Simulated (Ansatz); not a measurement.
# CoSi2/Si/CoSi2: conductance against the thickness of the layer

Aim: the conductance of CoSi2/Si/CoSi2 junctions as the barrier thickens. Both electrodes are CoSi2 fluorite(111) turned by 180 degrees (type B); the barrier is Si diamond(111) (whole bilayers). In the first transport cell, after relaxation, the nearest pair of electrode and barrier is Si–Si at 2.39 Å, along the normal, at the lower face and Si–Si at 2.39 Å, along the normal, at the upper one. All share a net of side 3.829 Å, which strains the lower electrode by +1.0 % and the barrier by -1.0 %, against typed lattice constants near PBE's. The first steps treat the bulk electrodes alone.

Program: Ansatz 0.2.0. Level of theory: PBE DFT, plane waves, PAW files, in the first sound run; inputs show where later runs differ. Results are calculated unless marked as measured.

### 1. Set-up

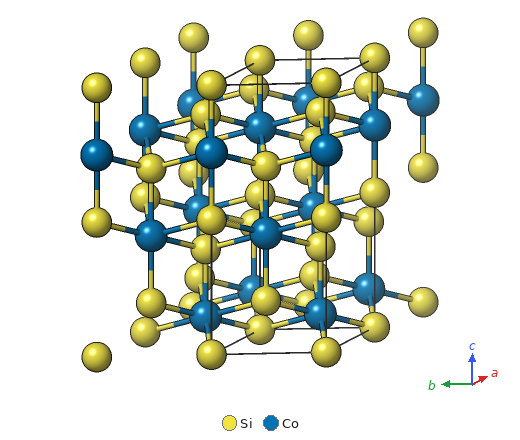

The starting structure, seen from a free direction (silicon yellow, cobalt blue). 2×2×1 cells are drawn. Bonds to atoms that aren't drawn are left out. Some periodic images of atoms are drawn too.

As a file:

```cif
data_structure
_symmetry_space_group_name_H-M 'P 1'
_symmetry_Int_Tables_number 1
_cell_length_a 3.8290
_cell_length_b 3.8290
_cell_length_c 9.2171
_cell_angle_alpha 90.000
_cell_angle_beta 90.000
_cell_angle_gamma 120.000
_cell_volume 117.03
loop_
_atom_site_label
_atom_site_type_symbol
_atom_site_fract_x
_atom_site_fract_y
_atom_site_fract_z
_atom_site_occupancy
Si1 Si 0.00000 0.00000 0.00000 1
Co2 Co 0.66667 0.33333 0.08333 1
Si3 Si 0.33333 0.66667 0.16667 1
Si4 Si 0.66667 0.33333 0.33333 1
Co5 Co 0.33333 0.66667 0.41667 1
Si6 Si 0.00000 0.00000 0.50000 1
Si7 Si 0.33333 0.66667 0.66667 1
Co8 Co 0.00000 0.00000 0.75000 1
Si9 Si 0.66667 0.33333 0.83333 1
```

### 2. The strained electrode

The electrode is held to the junction's net and relaxed along the normal; its spacing is used for the ideal lead layers.

input.yaml

```yaml
crystal:
  lattice:
    - [3.829, 0.0, 0.0]
    - [-1.9145, 3.3160112711, 0.0]
    - [0.0, 0.0, 9.217079601]
  atoms:
    - { symbol: Si, position: [0.0, 0.0, 0.0] }
    - { symbol: Co, position: [0.6666666667, 0.3333333333, 0.0833333333] }
    - { symbol: Si, position: [0.3333333333, 0.6666666667, 0.1666666667] }
    - { symbol: Si, position: [0.6666666667, 0.3333333333, 0.3333333333] }
    - { symbol: Co, position: [0.3333333333, 0.6666666667, 0.4166666667] }
    - { symbol: Si, position: [0.0, 0.0, 0.5] }
    - { symbol: Si, position: [0.3333333333, 0.6666666667, 0.6666666667] }
    - { symbol: Co, position: [0.0, 0.0, 0.75] }
    - { symbol: Si, position: [0.6666666667, 0.3333333333, 0.8333333333] }
kpoints:
  mp_grid: { grid: [12, 12, 3] }
scf:
  occupations: { method: fermi_dirac, width: 0.1 }
  max_iter: 150
hamiltonian:
  xc: pbe
relax:
  f_tol: 0.01
  max_steps: 40
  cell: { fix: [a, b, angles] }
```

Run with:

```sh
$ ansatz run input.yaml --threads 8 --pin off --max-ram 24576MiB --backend cpu --events-out ev --progress --plain --runs-dir out
```

Numbers of over 12 decimals in the logs are rounded to 6 here.

Log:

```text
Engine: ansatz 0.2.0, aarch64-unknown-linux-gnu
Pseudopotentials: kind: paw
Pseudopotential: Si, paw, valence charge 4, recommended cutoff 420 eV (normal), Si.paw.azcp
Pseudopotential: Co, paw, valence charge 17, recommended cutoff 420 eV (normal), Co.paw.azcp
Functional definition: PBE
  parameter kappa = 0.804
  parameter beta = 0.066725
  exchange = pbe_x(kappa = kappa, mu = beta*pi^2/3)
  correlation = pbe_c(beta = beta)
Crystal: 9 atoms, lattice volume = 117.029 Å³
Basis set: ecut = 420 eV, 2275 PW (Γ), exchange–correlation on 54×54×128 points (8 copies of the dense FFT grid, shifted against one another)
Bands: 47, of which v1, the nominal top of the filled ones, is band 38 counted from 1 (37 counted from 0)
Symmetry: 36 space group operations
Space group: R-3m (ITA 166), of the structure as read, at distance tolerance 4.9e-5 Å
k-points: 50 of 432
Non-local potential: Si, projectors of the file, l = 0: 2, l = 1: 2, l = 2: 2
Non-local potential: Co, projectors of the file, l = 0: 3, l = 1: 2, l = 2: 3, l = 3: 1
PAW form: soft (Blöchl's): semilocal exchange-correlation on the pseudo side does not see the compensation charge
PAW one-centre angular grid: Si, 110 points (default); XC on 64 Gauss nodes
PAW one-centre angular grid: Co, 590 points (default); XC on 64 Gauss nodes
Initial density: superposition of atomic densities (neutral atoms: chi_scale 0, normalization atom), corrected by the library's trained network
Initial wavefunctions: pseudopotential atomic-orbital guess
Functional: x = pbe(κ = 0.804, μ = 0.219515), c = pbe(β = 0.066725)
SCF iter   1: F=—  HF=-19197.567854 eV  |F-HF|=—  |Δ(HF+E_count)|=         —  Δρ=4.55e-3  dr2=2.58e-2  ethr=1.77e-3  ⟨swp⟩=7.2  Hψ=9841  notcnv=0  defer=9
preconditioner: auto → Kerker (q_TF=auto, 2.533 Å⁻¹)  [metal: Δε(μ)=0.012 eV  Ē_g=7.078 eV  σ=0.100 eV  W_gap=0.03  n_scr=36 (ndim 8)  ℏωp=24.5 eV  f_vac=0.003  D(μ)=2.92/eV (n_scr^D=24)]
SCF iter   2: F=—  HF=-19197.567788 eV  |F-HF|=—  |Δ(HF+E_count)|=   6.59e-5  Δρ=3.50e-3  dr2=1.65e-2  ethr=3.44e-5  ⟨swp⟩=1.9  Hψ=3541  notcnv=0  defer=10
SCF iter   3: F=—  HF=-19197.569418 eV  |F-HF|=—  |Δ(HF+E_count)|=   1.63e-3  Δρ=5.39e-3  dr2=2.24e-2  ethr=2.20e-5  ⟨swp⟩=2.0  Hψ=3297  notcnv=0  defer=11
SCF iter   4: F=—  HF=-19197.567883 eV  |F-HF|=—  |Δ(HF+E_count)|=   1.53e-3  Δρ=2.77e-3  dr2=6.12e-3  ethr=2.20e-5  ⟨swp⟩=1.0  Hψ=2299  notcnv=0  defer=11
SCF iter   5: F=—  HF=-19197.567486 eV  |F-HF|=—  |Δ(HF+E_count)|=   3.97e-4  Δρ=1.07e-3  dr2=9.32e-4  ethr=8.16e-6  ⟨swp⟩=1.0  Hψ=2299  notcnv=0  defer=10
SCF iter   6: F=—  HF=-19197.567429 eV  |F-HF|=—  |Δ(HF+E_count)|=   5.71e-5  Δρ=1.55e-4  dr2=2.18e-5  ethr=1.24e-6  ⟨swp⟩=2.0  Hψ=2731  notcnv=0  defer=10
SCF iter   7: F=—  HF=-19197.567380 eV  |F-HF|=—  |Δ(HF+E_count)|=   4.91e-5  Δρ=4.55e-5  dr2=1.91e-6  ethr=2.91e-8  ⟨swp⟩=2.2  Hψ=3509  notcnv=0  defer=10
SCF iter   8: F=—  HF=-19197.567380 eV  |F-HF|=—  |Δ(HF+E_count)|=   1.10e-8  Δρ=1.16e-5  dr2=1.10e-7  ethr=2.54e-9  ⟨swp⟩=2.2  Hψ=3293  notcnv=0  defer=10
SCF iter   9: F=-19197.567380 eV  HF=-19197.567380 eV  |F-HF|=2.51e-8  |Δ(HF+E_count)|=   7.59e-9  Δρ=6.03e-6  dr2=2.91e-8  ethr=1.33e-10  ⟨swp⟩=3.9  Hψ=6828  notcnv=0
SCF 1 converged in 9 iterations: F = -19197.567380 eV  dr2 = 2.91e-8
  greatest PAW one-centre occupation: 1.000 electrons in one spin orbital (limit 2), on the Co atom at site 7 (counted from 0), in its partial waves of l = 0
relax step   1: F+E_penalty+E_count = -19197.56737966 eV  Δ(F+E_penalty+E_count) = +0.000e0 eV  max|allowed force component| = 1.814e-1 eV/Å  Δτ_max = 0.0000 Å  P = -2.202 GPa  Ω = 117.029 Å³  fix = [a, b, alpha, beta, gamma]  reactions: a -3.888, b -3.888 GPa  (9 SCF iters, dr2 threshold 1.00e-7 eV, accepted)
Crystal: 9 atoms, lattice volume = 117.018 Å³
Initial density: handed on by an earlier stage of this run
Initial wavefunctions: those handed on with the density
iter 1 solved again at ethr=3.96e-7 eV; its pass at ethr=3.10e-3 eV (dr2=2.97e-4 eV) is discarded
SCF iter   1: F=—  HF=-19197.572785 eV  |F-HF|=—  |Δ(HF+E_count)|=         —  Δρ=5.07e-4  dr2=3.35e-4  ethr=3.96e-7  ⟨swp⟩=2.5  Hψ=9915  notcnv=0
preconditioner: auto → Kerker (q_TF=auto, 2.533 Å⁻¹)  [metal: Δε(μ)=0.009 eV  Ē_g=7.082 eV  σ=0.100 eV  W_gap=0.02  n_scr=36 (ndim 8)  ℏωp=24.5 eV  f_vac=0.000  D(μ)=2.88/eV (n_scr^D=24)]
SCF iter   2: F=—  HF=-19197.572679 eV  |F-HF|=—  |Δ(HF+E_count)|=   1.06e-4  Δρ=3.03e-4  dr2=1.26e-4  ethr=3.96e-7  ⟨swp⟩=1.0  Hψ=2351  notcnv=0
SCF iter   3: F=—  HF=-19197.572641 eV  |F-HF|=—  |Δ(HF+E_count)|=   3.80e-5  Δρ=3.86e-5  dr2=1.41e-6  ethr=1.68e-7  ⟨swp⟩=2.0  Hψ=3490  notcnv=0
iter 4 did not close the SCF: its close was put off for the readings that it lacked (scf_convergence_deferred on its scf_iter line)
SCF iter   4: F=-19197.572641 eV  HF=-19197.572641 eV  |F-HF|=5.97e-8  |Δ(HF+E_count)|=   3.38e-7  Δρ=1.31e-5  dr2=1.21e-7  ethr=1.88e-9  ⟨swp⟩=2.0  Hψ=3559  notcnv=0
iter 5 did not close the SCF: its close was put off for the readings that it lacked (scf_convergence_deferred on its scf_iter line)
SCF iter   5: F=-19197.572641 eV  HF=-19197.572641 eV  |F-HF|=2.64e-9  |Δ(HF+E_count)|=   1.42e-9  Δρ=3.47e-6  dr2=5.96e-9  ethr=1.62e-10  ⟨swp⟩=2.3  Hψ=3348  notcnv=0
SCF iter   6: F=-19197.572641 eV  HF=-19197.572641 eV  |F-HF|=6.91e-11  |Δ(HF+E_count)|=  5.09e-10  Δρ=7.40e-7  dr2=4.50e-10  ethr=7.95e-12  ⟨swp⟩=1.1  Hψ=5869  notcnv=0
SCF 2 converged in 6 iterations: F = -19197.572641 eV  dr2 = 4.50e-10
relax step   2: F+E_penalty+E_count = -19197.57264089 eV  Δ(F+E_penalty+E_count) = -5.261e-3 eV  max|allowed force component| = 1.131e-1 eV/Å  Δτ_max = 0.0060 Å  P = -2.213 GPa  Ω = 117.018 Å³  energy of the carried Pulay correction = +4.666e-6 eV  fix = [a, b, alpha, beta, gamma]  reactions: a -3.667, b -3.667 GPa  (6 SCF iters, dr2 threshold 9.00e-7 eV, accepted)
Crystal: 9 atoms, lattice volume = 116.949 Å³
iter 1 solved again at ethr=1.05e-6 eV; its pass at ethr=3.10e-3 eV (dr2=7.86e-4 eV) is discarded
SCF iter   1: F=—  HF=-19197.576341 eV  |F-HF|=—  |Δ(HF+E_count)|=         —  Δρ=8.49e-4  dr2=8.79e-4  ethr=1.05e-6  ⟨swp⟩=2.5  Hψ=9967  notcnv=0
preconditioner: auto → Kerker (q_TF=auto, 2.534 Å⁻¹)  [metal: Δε(μ)=0.013 eV  Ē_g=7.085 eV  σ=0.100 eV  W_gap=0.03  n_scr=36 (ndim 8)  ℏωp=24.5 eV  f_vac=0.000  D(μ)=2.87/eV (n_scr^D=24)]
SCF iter   2: F=—  HF=-19197.576137 eV  |F-HF|=—  |Δ(HF+E_count)|=   2.04e-4  Δρ=5.07e-4  dr2=3.33e-4  ethr=1.05e-6  ⟨swp⟩=1.0  Hψ=2350  notcnv=0
SCF iter   3: F=—  HF=-19197.576042 eV  |F-HF|=—  |Δ(HF+E_count)|=   9.53e-5  Δρ=6.14e-5  dr2=3.65e-6  ethr=4.45e-7  ⟨swp⟩=2.0  Hψ=3508  notcnv=0
iter 4 did not close the SCF: its close was put off for the readings that it lacked (scf_convergence_deferred on its scf_iter line)
SCF iter   4: F=-19197.576041 eV  HF=-19197.576041 eV  |F-HF|=1.43e-7  |Δ(HF+E_count)|=   8.79e-7  Δρ=1.97e-5  dr2=3.06e-7  ethr=4.86e-9  ⟨swp⟩=2.0  Hψ=3567  notcnv=0
iter 5 did not close the SCF: its close was put off for the readings that it lacked (scf_convergence_deferred on its scf_iter line)
SCF iter   5: F=-19197.576041 eV  HF=-19197.576041 eV  |F-HF|=1.15e-8  |Δ(HF+E_count)|=   1.24e-8  Δρ=7.13e-6  dr2=3.39e-8  ethr=4.09e-10  ⟨swp⟩=2.2  Hψ=3245  notcnv=0
SCF iter   6: F=-19197.576041 eV  HF=-19197.576041 eV  |F-HF|=1.52e-9  |Δ(HF+E_count)|=   1.43e-9  Δρ=1.57e-6  dr2=3.81e-9  ethr=4.52e-11  ⟨swp⟩=2.0  Hψ=6885  notcnv=0
SCF 3 converged in 6 iterations: F = -19197.576041 eV  dr2 = 3.81e-9
relax step   3: F+E_penalty+E_count = -19197.57604108 eV  Δ(F+E_penalty+E_count) = -3.400e-3 eV  max|allowed force component| = 8.674e-4 eV/Å  Δτ_max = 0.0104 Å  P = -2.134 GPa  Ω = 116.949 Å³  energy of the carried Pulay correction = +3.433e-5 eV  fix = [a, b, alpha, beta, gamma]  reactions: a -3.243, b -3.243 GPa  (6 SCF iters, dr2 threshold 9.00e-7 eV, accepted)
[...]
relax step   4: F+E_penalty+E_count = -19197.57604065 eV  Δ(F+E_penalty+E_count) = +4.298e-7 eV  max|allowed force component| = 5.217e-4 eV/Å  Δτ_max = 0.0001 Å  P = -2.151 GPa  Ω = 116.961 Å³  energy of the carried Pulay correction = +2.916e-5 eV  fix = [a, b, alpha, beta, gamma]  reactions: a -3.251, b -3.251 GPa  (6 SCF iters, dr2 threshold 1.76e-8 eV, accepted)
Initial wavefunctions: pseudopotential atomic-orbital guess (no wavefunctions were taken with the density)
iter 1 solved again at ethr=4.48e-6 eV; its pass at ethr=3.10e-3 eV (dr2=3.36e-3 eV) is discarded
SCF iter   1: F=—  HF=-19197.576045 eV  |F-HF|=—  |Δ(HF+E_count)|=         —  Δρ=4.32e-6  dr2=5.79e-9  ethr=4.48e-6  ⟨swp⟩=3.0  Hψ=14881  notcnv=0
eigensolver tolerance schedule: the retry pair's looser diagonalisation over-reported the residual by 580721.24 of it (diagonalisation noise at an unbounded share of the residual, at the tolerance the schedule requests for it); recorded, not acted on — ethr = c·dr2/N_el stays at c = 1.0e-1
SCF iter   2: F=—  HF=-19197.576007 eV  |F-HF|=—  |Δ(HF+E_count)|=   3.76e-5  Δρ=8.59e-7  dr2=1.49e-10  ethr=7.72e-12  ⟨swp⟩=3.9  Hψ=6856  notcnv=0
SCF iter   3: F=—  HF=-19197.576007 eV  |F-HF|=—  |Δ(HF+E_count)|=  1.46e-11  Δρ=6.57e-7  dr2=2.33e-10  ethr=1.00e-12  ⟨swp⟩=2.2  Hψ=2917  notcnv=0
iter 4 did not close the SCF: its close was put off for the readings that it lacked (scf_convergence_deferred on its scf_iter line)
SCF iter   4: F=-19197.576007 eV  HF=-19197.576007 eV  |F-HF|=0.00e0  |Δ(HF+E_count)|=  2.18e-11  Δρ=7.79e-8  dr2=3.15e-12  ethr=1.00e-12  ⟨swp⟩=1.0  Hψ=2350  notcnv=0
iter 5 did not close the SCF: its close was put off for the readings that it lacked (scf_convergence_deferred on its scf_iter line)
SCF iter   5: F=-19197.576007 eV  HF=-19197.576007 eV  |F-HF|=3.64e-12  |Δ(HF+E_count)|=  3.64e-12  Δρ=2.09e-8  dr2=3.83e-13  ethr=1.00e-12  ⟨swp⟩=1.0  Hψ=2350  notcnv=0
iter 6 did not close the SCF: its close was put off for the readings that it lacked (scf_convergence_deferred on its scf_iter line)
SCF iter   6: F=-19197.576007 eV  HF=-19197.576007 eV  |F-HF|=7.28e-12  |Δ(HF+E_count)|=  3.64e-12  Δρ=2.49e-8  dr2=4.34e-13  ethr=1.00e-12  ⟨swp⟩=1.0  Hψ=2350  notcnv=0
iter 7 did not close the SCF: its close was put off for the readings that it lacked (scf_convergence_deferred on its scf_iter line)
SCF iter   7: F=-19197.576007 eV  HF=-19197.576007 eV  |F-HF|=3.64e-12  |Δ(HF+E_count)|=  7.28e-12  Δρ=1.08e-8  dr2=7.39e-14  ethr=1.00e-12  ⟨swp⟩=1.0  Hψ=2350  notcnv=0
SCF iter   8: F=-19197.576007 eV  HF=-19197.576007 eV  |F-HF|=7.28e-12  |Δ(HF+E_count)|=  3.64e-12  Δρ=3.34e-9  dr2=7.93e-15  ethr=1.00e-12  ⟨swp⟩=1.0  Hψ=4900  notcnv=0
SCF 5 converged in 8 iterations: F = -19197.576007 eV  dr2 = 7.93e-15
relax step   5: F+E_penalty+E_count = -19197.57600731 eV  Δ(F+E_penalty+E_count) = +3.334e-5 eV  max|allowed force component| = 5.267e-4 eV/Å  Δτ_max = 0.0000 Å  P = -2.152 GPa  Ω = 116.961 Å³  fix = [a, b, alpha, beta, gamma]  reactions: a -3.252, b -3.252 GPa  stress off target by 4.80e-2 GPa on what of the cell is left free  SCF on the basis re-selected at this cell (its energy is not comparable with the rows above)  (8 SCF iters)
basis re-selected at this cell: Δ(F+E_penalty+E_count) = +3.334e-5 eV, ΔP = -0.000 GPa vs the last step (what re-selecting the basis moved, of the pressure what is left beyond the Pulay correction that the steps carried, after the strain that the cell walked since its last selection, with what the two solves' SCF thresholds leave and, on support functions, any second-order correction that the steps lacked; it is no m [...]
SCF converged after 8 iterations
Free energy (F): -19197.576007 eV
Harris-Foulkes:  -19197.576007 eV  (|F-HF|=7.28e-12)
Internal energy: -19197.477100 eV  (E = F + TS)
E sigma→0 (E₀):  -19197.526554 eV
Entropy (-TS):   -0.098907 eV (-10.990 meV/atom)
Fermi energy:    12.636328 eV
--- Per-component energies (eV) ---
  E_band       = -867.312396
  E_kinetic    = 1638.875497
  E_local      = -12339.031342  (includes V_loc(G=0)·N_el)
  E_nonlocal   = 1503.289306
  E_hartree    = 5365.270788
  E_xc         = -820.917100
  E_vxc        = -913.920571  (∫ρ·V_xc dr)
  E_paw        = -7623.808043  (= ΣΔE_a)
  E_vpaw       = -1487.067189  (= ΣTr[D̂ρ^β])
  E_aug_tail   = 0.000325  (compensation charges beyond the density's cutoff)
  E_ewald      = -6921.156531
  E_smearing   = -0.098907  (= −TS)
  E_closure    = -0.000000  (closes the sum)
  Σ components = -19197.576007   (vs F -19197.576007, Δ=0.00e0)
--- Forces (eV/Å), atoms counted from 1 ---
  atom   1  Si     0.00000000     0.00000000     0.00052668
  atom   2  Co     0.00000000     0.00000000     0.00000000
  atom   3  Si    -0.00000000    -0.00000000    -0.00052668
  atom   4  Si    -0.00000000     0.00000000     0.00052668
  atom   5  Co     0.00000000    -0.00000000     0.00000000
  atom   6  Si    -0.00000000    -0.00000000    -0.00052668
  atom   7  Si     0.00000000     0.00000000     0.00052668
  atom   8  Co     0.00000000    -0.00000000     0.00000000
  atom   9  Si    -0.00000000    -0.00000000    -0.00052668
  max |Σ_I F_I| component: 6.17e-17 eV/Å
--- Stress (GPa, compression-positive) ---
       -3.251671      -0.000000       0.000000
       -0.000000      -3.251671       0.000000
       -0.000000       0.000000       0.047989
  P = ⅓ Tr σ = -2.1518 GPa (-21.518 kbar)
--- Relaxed structure (4 steps of the walk, 4 accepted, 1 SCFs on fresh bases) ---
  F+E_penalty+E_count = -19197.57600731 eV   max|allowed force component| = 5.267e-4 eV/Å   (the final SCF, on the basis selected at the relaxed cell)
  cell:  # Å, volume = 116.9615 Å³
    - [3.829000, 0, 0]
    - [-1.914500, 3.316011, 0]
    - [0, 0, 9.211735]
  atoms:
    - { symbol: Si, position: [0, 0, 0.0017712] }
    - { symbol: Co, position: [0.666667, 0.333333, 0.083333] }
    - { symbol: Si, position: [0.333333, 0.666667, 0.164895] }
    - { symbol: Si, position: [0.666667, 0.333333, 0.335105] }
    - { symbol: Co, position: [0.333333, 0.666667, 0.416667] }
    - { symbol: Si, position: [0, 0, 0.498229] }
    - { symbol: Si, position: [0.333333, 0.666667, 0.668438] }
    - { symbol: Co, position: [0, 0, 0.75] }
    - { symbol: Si, position: [0.666667, 0.333333, 0.831562] }
```

Run time: 9.1 s. Hardware: 8 threads of Arm Neoverse V2, shared host; peak memory 0.72 GiB; 67 s of CPU time.

This run has no spin polarisation, although Co can carry a moment.

Step by step:

```
step  energy less that of the first step (eV)  largest force component (eV/Å)  pressure (GPa)  volume (Å³)
   1                                   0.0000                          0.1814           -2.20       117.03
   2                                  -0.0053                          0.1131           -2.21       117.02
   3                                  -0.0087                          0.0009           -2.13       116.95
   4                                  -0.0087                          0.0005           -2.15       116.96
  5*                                  -0.0086                          0.0005           -2.15       116.96
```

Relaxation steps marked * repeat the geometry before them on a plane-wave basis chosen anew for their cell, so energy and pressure can jump there.

The run keeps the 36 symmetry operations that it works with, so distortions that break them were not tested.

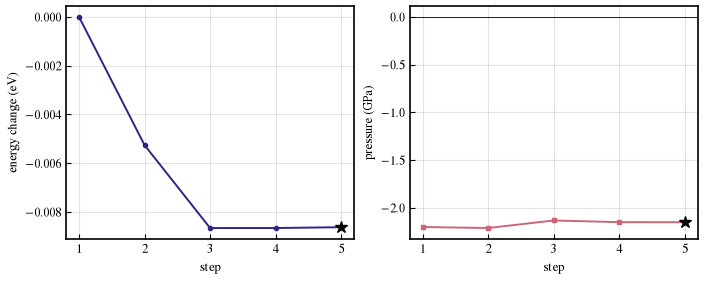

Energy and pressure along the relaxation. Stars mark steps on a basis chosen anew.

```
conventional cell, symmetrised  before  after  change
                         a (Å)   3.829  3.829  +0.0 %
                         b (Å)   3.829  3.829  +0.0 %
                         c (Å)   9.217  9.212  -0.1 %
              volume (Å³/atom)   13.00  13.00  -0.1 %
```

The atoms that moved most (Å, as changes of fractional coordinates times the final cell):

```
atom     dx     dy      dz  length
 Si4  0.000  0.000   0.016   0.016
 Si1  0.000  0.000   0.016   0.016
 Si3  0.000  0.000  -0.016   0.016
 Si7  0.000  0.000   0.016   0.016
 Si6  0.000  0.000  -0.016   0.016
 Si9  0.000  0.000  -0.016   0.016
```

The relaxed structure:

```cif
data_structure
_symmetry_space_group_name_H-M 'P 1'
_symmetry_Int_Tables_number 1
_cell_length_a 3.8290
_cell_length_b 3.8290
_cell_length_c 9.2117
_cell_angle_alpha 90.000
_cell_angle_beta 90.000
_cell_angle_gamma 120.000
_cell_volume 116.96
loop_
_atom_site_label
_atom_site_type_symbol
_atom_site_fract_x
_atom_site_fract_y
_atom_site_fract_z
_atom_site_occupancy
Si1 Si 0.00000 0.00000 0.00177 1
Co2 Co 0.66667 0.33333 0.08333 1
Si3 Si 0.33333 0.66667 0.16490 1
Si4 Si 0.66667 0.33333 0.33510 1
Co5 Co 0.33333 0.66667 0.41667 1
Si6 Si 0.00000 0.00000 0.49823 1
Si7 Si 0.33333 0.66667 0.66844 1
Co8 Co 0.00000 0.00000 0.75000 1
Si9 Si 0.66667 0.33333 0.83156 1
```

This step gave:

```yaml
free_energy: -19197.5760 eV
fermi_energy: 12.64 eV
pressure: -2.152 GPa
```

The relaxation ends with a largest force component of 5.3e-4 eV/Å.

[end of part 1 of 6]

[Logs are printed without paths, hosts, clocks, repeated set-up lines and the standing remarks that a program may print on its own settings, such as how far it seeks lower states.]

[Hosts, paths, dates, database ids (printed as entryN), source tags and the programs' standing remarks are cut or masked in the printed files.]
